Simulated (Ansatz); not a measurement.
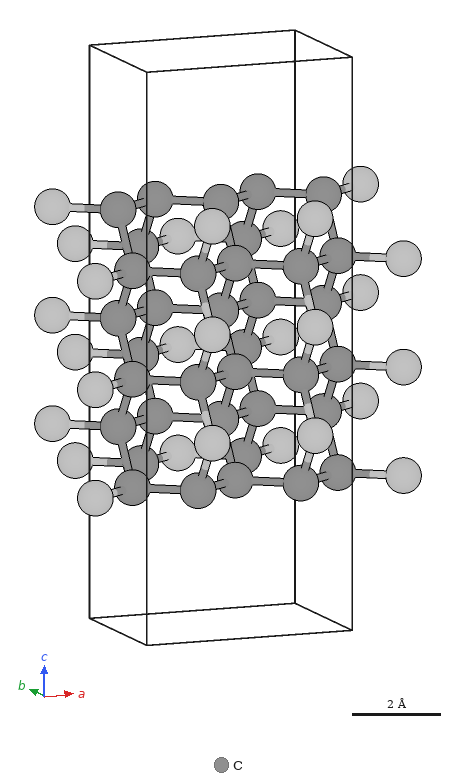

The starting structure (ball-and-stick view of the 2 × 1 repeat of the cell, with the vacuum cut short, seen slightly off an axis; neighbours outside the cell are drawn fainter). An atom can appear more than once, as a periodic image.

## C: geometry relaxation (part 1 of 3)

System: C (slab, 12 atoms in the cell).
Method: DFT PBEsol, scalar-relativistic, plane waves, PAW, no spin polarisation (Ansatz 0.2.0).

The structure derives from an entry of the Crystallography Open Database. The input holds or restrains some coordinates. Forces given for the steps count only the free coordinates. It belongs to a series of runs on one base structure; here: clean slab, lower half held.

### The input
```yaml
crystal:
  lattice:
    - [2.5129226041, 0.0, 0.0]
    - [0.0, 3.5538092279, 0.0]
    - [0.0, 0.0, 23.2823065103]
  atoms:
    - { symbol: C, position: [0.5, 0.0, 0.3650841035] }
    - { symbol: C, position: [0.0, 0.25, 0.3650841035] }
    - { symbol: C, position: [0.0, 0.5, 0.4190504621] }
    - { symbol: C, position: [0.5, 0.75, 0.4190504621] }
    - { symbol: C, position: [0.5, 0.0, 0.4730168207] }
    - { symbol: C, position: [0.0, 0.25, 0.4730168207] }
    - { symbol: C, position: [0.0, 0.5, 0.5269831793] }
    - { symbol: C, position: [0.5, 0.75, 0.5269831793] }
    - { symbol: C, position: [0.5, 0.0, 0.5809495379] }
    - { symbol: C, position: [0.0, 0.25, 0.5809495379] }
    - { symbol: C, position: [0.0, 0.5, 0.6349158965] }
    - { symbol: C, position: [0.5, 0.75, 0.6349158965] }
basis:
  ecutwfc: 420
kpoints:
  mp_grid: { grid: [11, 8, 1] }
hamiltonian:
  xc: pbesol
scf:
  occupations: { method: gaussian, width: 0.05 }
output:
  forces: true
  eigenvalues: true
  write_density: true
  write_potential: true
  elf: true
  volumetric_format: npy
relax:
  adjacent_minimum: "off"
  f_tol: 0.03
  max_steps: 70
  constraints: [{ sites: [0, 1, 2, 3, 4, 5] }]
efield:
  axis: 3
  dipole_correction: true
  ramp_width: 0.04
```

Command:
```bash
ansatz run input.yaml --threads 1 --pin off --max-ram 2560MiB --backend cpu --events-out ev --progress --plain --runs-dir out
```

### What the program printed
```
Engine: ansatz 0.2.0, aarch64-unknown-linux-gnu
Pseudopotentials: kind: paw
Pseudopotential: C, paw, valence charge 4, recommended cutoff 420 eV (normal), C.paw.azcp
Functional definition: PBEsol
  exchange = pbesol_x
  correlation = pbesol_c
Crystal: 12 atoms, lattice volume = 207.921 Å³
Basis set: ecut = 420 eV, 4035 PW (Γ), exchange–correlation on 36×48×320 points (8 copies of the dense FFT grid, shifted against one another)
Bands: 36, of which v1, the nominal top of the filled ones, is band 24 counted from 1 (23 counted from 0)
Symmetry: 4 space group operations
k-points: 30 of 88
Non-local potential: C, projectors of the file, l = 0: 2, l = 1: 2, l = 2: 1
PAW form: soft (Blöchl's): semilocal exchange-correlation on the pseudo side does not see the compensation charge
PAW frozen core: C, regenerated for the run's functional, and the local potential with it (the file was generated under x = pbe(κ = 0.804, μ = 0.2195149727645171), c = pbe(β = 0.06672455060314922))
PAW one-centre angular grid: C, 110 points (default); XC on 64 Gauss nodes
Initial density: superposition of atomic densities (neutral atoms: chi_scale 0, normalization atom), corrected by the library's trained network
Initial wavefunctions: pseudopotential atomic-orbital guess
Functional: x = pbesol(κ = 0.804, μ = 0.12345679012345678), c = pbesol(β = 0.046)
SCF iter   1: F=—  HF=-2952.207453 eV  |F-HF|=—  |Δ(HF+E_count)|=         —  Δρ=1.05e-2  dr2=1.08e0  ethr=1.77e-3  p=0.000 e·Å  D=2.46e-14 V/Å  ΔV_dip=-0.00 eV  dr2_dipole=1.31e-6  V_vac-E_F(+/−)=5.15/5.15 eV  ⟨swp⟩=10.1  Hψ=7178  notcnv=0  defer=59
efield: sawtooth ramp at fractional position 0.9800 (placed from the atoms, in the widest stretch of the axis that holds none; the zero of the levels goes with the place), width 0.0400; the density the first Hamiltonian is built on has a dipole p = 0.000 e·Å; the dipole correction subtracts the counter field D = 2.46e-14 V/Å, which shifts the + side's vacuum level by -0.00 eV against the − side's; the planar-averaged density in the ramp window peaks in size at 7.6e-6 e/Å³
preconditioner: auto → LDOS  [metal: Δε(μ)=0.047 eV  Ē_g=14.964 eV  σ=0.050 eV  W_gap=0.49  n_scr=32 (ndim 8)  ℏωp=17.8 eV  f_vac=0.589  D(μ)=2.20/eV (n_scr^D=10)  β→1.0]
SCF iter   2: F=—  HF=-2952.057222 eV  |F-HF|=—  |Δ(HF+E_count)|=   1.50e-1  Δρ=4.48e-3  dr2=4.07e-2  ethr=1.77e-3  p=-0.000 e·Å  D=-1.46e-4 V/Å  ΔV_dip=0.00 eV  dr2_dipole=9.28e-6  V_vac-E_F(+/−)=5.95/5.95 eV  ⟨swp⟩=3.3  Hψ=1909  notcnv=0  defer=187
SCF iter   3: F=—  HF=-2952.050508 eV  |F-HF|=—  |Δ(HF+E_count)|=   6.71e-3  Δρ=1.68e-3  dr2=1.06e-2  ethr=8.47e-5  p=-0.000 e·Å  D=-7.35e-7 V/Å  ΔV_dip=0.00 eV  dr2_dipole=4.05e-8  V_vac-E_F(+/−)=6.01/6.01 eV  ⟨swp⟩=3.7  Hψ=2437  notcnv=0  defer=187
SCF iter   4: F=—  HF=-2952.047884 eV  |F-HF|=—  |Δ(HF+E_count)|=   2.62e-3  Δρ=3.87e-4  dr2=7.29e-4  ethr=2.21e-5  p=-0.000 e·Å  D=-2.34e-6 V/Å  ΔV_dip=0.00 eV  dr2_dipole=3.67e-8  V_vac-E_F(+/−)=6.05/6.05 eV  ⟨swp⟩=2.2  Hψ=1648  notcnv=0  defer=187
SCF iter   5: F=—  HF=-2952.047788 eV  |F-HF|=—  |Δ(HF+E_count)|=   9.58e-5  Δρ=9.38e-5  dr2=4.22e-5  ethr=1.52e-6  p=-0.000 e·Å  D=-2.92e-6 V/Å  ΔV_dip=0.00 eV  dr2_dipole=1.37e-9  V_vac-E_F(+/−)=6.06/6.06 eV  ⟨swp⟩=2.1  Hψ=1625  notcnv=0  defer=187
SCF iter   6: F=-2952.047788 eV  HF=-2952.047787 eV  |F-HF|=3.31e-7  |Δ(HF+E_count)|=   7.72e-7  Δρ=2.81e-5  dr2=2.85e-6  ethr=4.69e-8  p=-0.000 e·Å  D=-1.12e-6 V/Å  ΔV_dip=0.00 eV  dr2_dipole=1.76e-10  V_vac-E_F(+/−)=6.07/6.07 eV  ⟨swp⟩=27.1  Hψ=14498  notcnv=0
SCF 1 converged in 6 iterations: F = -2952.047788 eV  dr2 = 2.85e-6
  Residual-converged pass: ⟨swp⟩=1.1  Hψ=1202  notcnv=0  max |occ|·‖R‖ = 7.1e-9 eV (tolerance 1.0e-8 eV)  dr2=2.85e-6  dr2_onsite=1.82e-8  max |Δocc| = 3.7e-10
  greatest PAW one-centre occupation: 0.646 electrons in one spin orbital (limit 2), on the C atom at site 5 (counted from 0), in its partial waves of l = 0
relax step   1: F+E_penalty+E_count = -2952.04778757 eV  Δ(F+E_penalty+E_count) = +0.000e0 eV  max|allowed force component| = 4.448e0 eV/Å  Δτ_max = 0.0000 Å  (6 SCF iters, dr2 threshold 2.25e-5 eV, accepted)
Initial density: handed on by an earlier stage of this run
Initial wavefunctions: those handed on with the density
iter 1 solved again at ethr=4.67e-4 eV; its pass at ethr=3.10e-3 eV (dr2=2.24e-1 eV) is discarded
SCF iter   1: F=—  HF=-2952.742649 eV  |F-HF|=—  |Δ(HF+E_count)|=         —  Δρ=1.09e-2  dr2=2.26e-1  ethr=4.67e-4  p=-0.000 e·Å  D=-1.13e-6 V/Å  ΔV_dip=0.00 eV  dr2_dipole=6.66e-4  V_vac-E_F(+/−)=6.09/6.09 eV  ⟨swp⟩=2.0  Hψ=4894  notcnv=0  defer=187
efield: sawtooth ramp at fractional position 0.9800 (handed on by an earlier solve), width 0.0400; the density the first Hamiltonian is built on has a dipole p = -0.000 e·Å; the dipole correction subtracts the counter field D = -1.13e-6 V/Å, which shifts the + side's vacuum level by +0.00 eV against the − side's; the planar-averaged density in the ramp window peaks in size at 3.0e-7 e/Å³
preconditioner: auto → LDOS  [insulator: Δε(μ)=0.120 eV  Ē_g=15.455 eV  σ=0.050 eV  W_gap=0.62  n_scr=32 (ndim 8)  ℏωp=17.8 eV  f_vac=0.592  D(μ)=2.35/eV (n_scr^D=10)  ε∞_Penn≈2.3  β→1.0]
SCF iter   2: F=—  HF=-2952.711757 eV  |F-HF|=—  |Δ(HF+E_count)|=   3.09e-2  Δρ=7.07e-3  dr2=4.91e-1  ethr=4.67e-4  p=0.022 e·Å  D=1.93e-2 V/Å  ΔV_dip=-0.45 eV  dr2_dipole=1.35e-1  V_vac-E_F(+/−)=5.56/6.01 eV  ⟨swp⟩=3.7  Hψ=1997  notcnv=0  defer=187  recentre
SCF iter   3: F=—  HF=-2952.672619 eV  |F-HF|=—  |Δ(HF+E_count)|=   3.91e-2  Δρ=1.78e-3  dr2=2.69e-2  ethr=4.67e-4  p=0.015 e·Å  D=1.34e-2 V/Å  ΔV_dip=-0.31 eV  dr2_dipole=8.87e-3  V_vac-E_F(+/−)=5.80/6.11 eV  ⟨swp⟩=2.9  Hψ=1736  notcnv=0  defer=183
SCF iter   4: F=—  HF=-2952.672456 eV  |F-HF|=—  |Δ(HF+E_count)|=   1.63e-4  Δρ=4.29e-4  dr2=9.08e-4  ethr=5.59e-5  p=0.016 e·Å  D=1.41e-2 V/Å  ΔV_dip=-0.33 eV  dr2_dipole=1.90e-4  V_vac-E_F(+/−)=5.77/6.10 eV  ⟨swp⟩=1.9  Hψ=1329  notcnv=0  defer=179
SCF iter   5: F=-2952.672437 eV  HF=-2952.672448 eV  |F-HF|=1.07e-5  |Δ(HF+E_count)|=   7.58e-6  Δρ=9.62e-5  dr2=3.10e-5  ethr=2.08e-7  p=0.017 e·Å  D=1.47e-2 V/Å  ΔV_dip=-0.34 eV  dr2_dipole=7.15e-7  V_vac-E_F(+/−)=5.75/6.09 eV  ⟨swp⟩=26.5  Hψ=15014  notcnv=0
SCF 2 converged in 5 iterations: F = -2952.672437 eV  dr2 = 3.10e-5
  greatest PAW one-centre occupation: 0.650 electrons in one spin orbital (limit 2), on the C atom at site 11 (counted from 0), in its partial waves of l = 0
relax step   2: F+E_penalty+E_count = -2952.67243745 eV  Δ(F+E_penalty+E_count) = -6.246e-1 eV  max|allowed force component| = 2.031e0 eV/Å  Δτ_max = 0.1056 Å  (5 SCF iters, dr2 threshold 1.00e-4 eV, accepted)
iter 1 solved again at ethr=1.59e-3 eV; its pass at ethr=3.10e-3 eV (dr2=7.64e-1 eV) is discarded
SCF iter   1: F=—  HF=-2952.974286 eV  |F-HF|=—  |Δ(HF+E_count)|=         —  Δρ=2.20e-2  dr2=7.81e-1  ethr=1.59e-3  p=0.017 e·Å  D=1.47e-2 V/Å  ΔV_dip=-0.34 eV  dr2_dipole=3.22e-2  V_vac-E_F(+/−)=5.75/6.09 eV  ⟨swp⟩=1.0  Hψ=5926  notcnv=0  defer=96
efield: sawtooth ramp at fractional position 0.9800 (handed on by an earlier solve), width 0.0400; the density the first Hamiltonian is built on has a dipole p = 0.017 e·Å; the dipole correction subtracts the counter field D = 1.47e-2 V/Å, which shifts the + side's vacuum level by -0.34 eV against the − side's; the planar-averaged density in the ramp window peaks in size at 4.7e-7 e/Å³
preconditioner: auto → LDOS  [metal: Δε(μ)=0.045 eV  Ē_g=15.674 eV  σ=0.050 eV  W_gap=0.43  n_scr=32 (ndim 8)  ℏωp=17.8 eV  f_vac=0.601  D(μ)=2.56/eV (n_scr^D=10)  β→1.0]
SCF iter   2: F=—  HF=-2952.797570 eV  |F-HF|=—  |Δ(HF+E_count)|=   1.77e-1  Δρ=1.04e-2  dr2=3.56e-1  ethr=1.59e-3  p=0.060 e·Å  D=5.20e-2 V/Å  ΔV_dip=-1.21 eV  dr2_dipole=1.23e-2  V_vac-E_F(+/−)=4.89/6.10 eV  ⟨swp⟩=3.8  Hψ=2292  notcnv=0  defer=121
SCF iter   3: F=—  HF=-2952.695281 eV  |F-HF|=—  |Δ(HF+E_count)|=   1.02e-1  Δρ=1.22e-3  dr2=4.19e-3  ethr=7.43e-4  p=0.045 e·Å  D=3.89e-2 V/Å  ΔV_dip=-0.91 eV  dr2_dipole=3.37e-5  V_vac-E_F(+/−)=5.22/6.12 eV  ⟨swp⟩=3.2  Hψ=2000  notcnv=0  defer=189
SCF iter   4: F=—  HF=-2952.694376 eV  |F-HF|=—  |Δ(HF+E_count)|=   9.04e-4  Δρ=4.44e-4  dr2=5.87e-4  ethr=8.73e-6  p=0.046 e·Å  D=4.02e-2 V/Å  ΔV_dip=-0.94 eV  dr2_dipole=1.04e-5  V_vac-E_F(+/−)=5.19/6.13 eV  ⟨swp⟩=3.6  Hψ=2544  notcnv=0  defer=176
SCF iter   5: F=—  HF=-2952.694266 eV  |F-HF|=—  |Δ(HF+E_count)|=   1.10e-4  Δρ=1.22e-4  dr2=4.47e-5  ethr=1.22e-6  p=0.046 e·Å  D=4.04e-2 V/Å  ΔV_dip=-0.94 eV  dr2_dipole=6.32e-7  V_vac-E_F(+/−)=5.19/6.13 eV  ⟨swp⟩=2.2  Hψ=1701  notcnv=0  defer=176
SCF iter   6: F=-2952.694279 eV  HF=-2952.694282 eV  |F-HF|=3.14e-6  |Δ(HF+E_count)|=   1.61e-5  Δρ=5.21e-5  dr2=9.45e-6  ethr=9.31e-8  p=0.047 e·Å  D=4.05e-2 V/Å  ΔV_dip=-0.94 eV  dr2_dipole=3.16e-7  V_vac-E_F(+/−)=5.19/6.13 eV  ⟨swp⟩=27.3  Hψ=14836  notcnv=0
SCF 3 converged in 6 iterations: F = -2952.694279 eV  dr2 = 9.45e-6
  Residual-converged pass: ⟨swp⟩=1.0  Hψ=1200  notcnv=0  max |occ|·‖R‖ = 7.0e-9 eV (tolerance 1.0e-8 eV)  dr2=9.45e-6  dr2_onsite=7.01e-8  max |Δocc| = 2.1e-12
  greatest PAW one-centre occupation: 0.677 electrons in one spin orbital (limit 2), on the C atom at site 10 (counted from 0), in its partial waves of l = 0
relax step   3: F+E_penalty+E_count = -2952.69427914 eV  Δ(F+E_penalty+E_count) = -2.184e-2 eV  max|allowed force component| = 1.844e0 eV/Å  Δτ_max = 0.1915 Å  (6 SCF iters, dr2 threshold 1.00e-4 eV, accepted)
iter 1 solved again at ethr=1.85e-3 eV; its pass at ethr=3.10e-3 eV (dr2=8.89e-1 eV) is discarded
SCF iter   1: F=—  HF=-2952.847972 eV  |F-HF|=—  |Δ(HF+E_count)|=         —  Δρ=1.97e-2  dr2=8.86e-1  ethr=1.85e-3  p=0.047 e·Å  D=4.05e-2 V/Å  ΔV_dip=-0.94 eV  dr2_dipole=1.47e-1  V_vac-E_F(+/−)=5.24/6.18 eV  ⟨swp⟩=1.0  Hψ=5368  notcnv=0  defer=119
efield: sawtooth ramp at fractional position 0.9800 (handed on by an earlier solve), width 0.0400; the density the first Hamiltonian is built on has a dipole p = 0.047 e·Å; the dipole correction subtracts the counter field D = 4.05e-2 V/Å, which shifts the + side's vacuum level by -0.94 eV against the − side's; the planar-averaged density in the ramp window peaks in size at 8.3e-7 e/Å³
preconditioner: auto → LDOS  [metal: Δε(μ)=0.037 eV  Ē_g=15.319 eV  σ=0.050 eV  W_gap=0.39  n_scr=32 (ndim 8)  ℏωp=17.8 eV  f_vac=0.594  D(μ)=1.57/eV (n_scr^D=8)  β→1.0]
SCF iter   2: F=—  HF=-2952.859831 eV  |F-HF|=—  |Δ(HF+E_count)|=   1.19e-2  Δρ=1.31e-2  dr2=1.07e0  ethr=1.85e-3  p=0.009 e·Å  D=8.13e-3 V/Å  ΔV_dip=-0.19 eV  dr2_dipole=2.62e-1  V_vac-E_F(+/−)=5.85/6.04 eV  ⟨swp⟩=3.6  Hψ=2354  notcnv=0  defer=133
SCF iter   3: F=—  HF=-2952.650985 eV  |F-HF|=—  |Δ(HF+E_count)|=   2.09e-1  Δρ=1.43e-3  dr2=1.62e-2  ethr=1.85e-3  p=0.036 e·Å  D=3.10e-2 V/Å  ΔV_dip=-0.72 eV  dr2_dipole=6.95e-3  V_vac-E_F(+/−)=5.39/6.12 eV  ⟨swp⟩=2.7  Hψ=1812  notcnv=0  defer=183
SCF iter   4: F=—  HF=-2952.650963 eV  |F-HF|=—  |Δ(HF+E_count)|=   2.16e-5  Δρ=4.21e-4  dr2=6.17e-4  ethr=3.38e-5  p=0.040 e·Å  D=3.46e-2 V/Å  ΔV_dip=-0.80 eV  dr2_dipole=2.74e-6  V_vac-E_F(+/−)=5.32/6.12 eV  ⟨swp⟩=2.5  Hψ=1884  notcnv=0  defer=184
SCF iter   5: F=—  HF=-2952.650852 eV  |F-HF|=—  |Δ(HF+E_count)|=   1.11e-4  Δρ=8.36e-5  dr2=2.19e-5  ethr=1.28e-6  p=0.040 e·Å  D=3.51e-2 V/Å  ΔV_dip=-0.82 eV  dr2_dipole=3.82e-6  V_vac-E_F(+/−)=5.30/6.12 eV  ⟨swp⟩=2.3  Hψ=1823  notcnv=0  defer=184
SCF iter   6: F=-2952.650859 eV  HF=-2952.650857 eV  |F-HF|=1.70e-6  |Δ(HF+E_count)|=   4.94e-6  Δρ=2.61e-5  dr2=1.00e-6  ethr=4.55e-8  p=0.040 e·Å  D=3.51e-2 V/Å  ΔV_dip=-0.82 eV  dr2_dipole=2.79e-10  V_vac-E_F(+/−)=5.30/6.12 eV  ⟨swp⟩=25.6  Hψ=13068  notcnv=0
SCF 4 converged in 6 iterations: F = -2952.650859 eV  dr2 = 1.00e-6
  Residual-converged pass: ⟨swp⟩=1.0  Hψ=1201  notcnv=0  max |occ|·‖R‖ = 7.0e-9 eV (tolerance 1.0e-8 eV)  dr2=1.00e-6  dr2_onsite=2.09e-8  max |Δocc| = 2.4e-10
  greatest PAW one-centre occupation: 0.669 electrons in one spin orbital (limit 2), on the C atom at site 11 (counted from 0), in its partial waves of l = 0
relax step   4: F+E_penalty+E_count = -2952.65085902 eV  Δ(F+E_penalty+E_count) = +4.342e-2 eV  max|allowed force component| = 1.925e0 eV/Å  Δτ_max = 0.1458 Å  (6 SCF iters, dr2 threshold 1.00e-4 eV, rejected (line search))
iter 1 solved again at ethr=9.22e-4 eV; its pass at ethr=3.10e-3 eV (dr2=4.43e-1 eV) is discarded
```
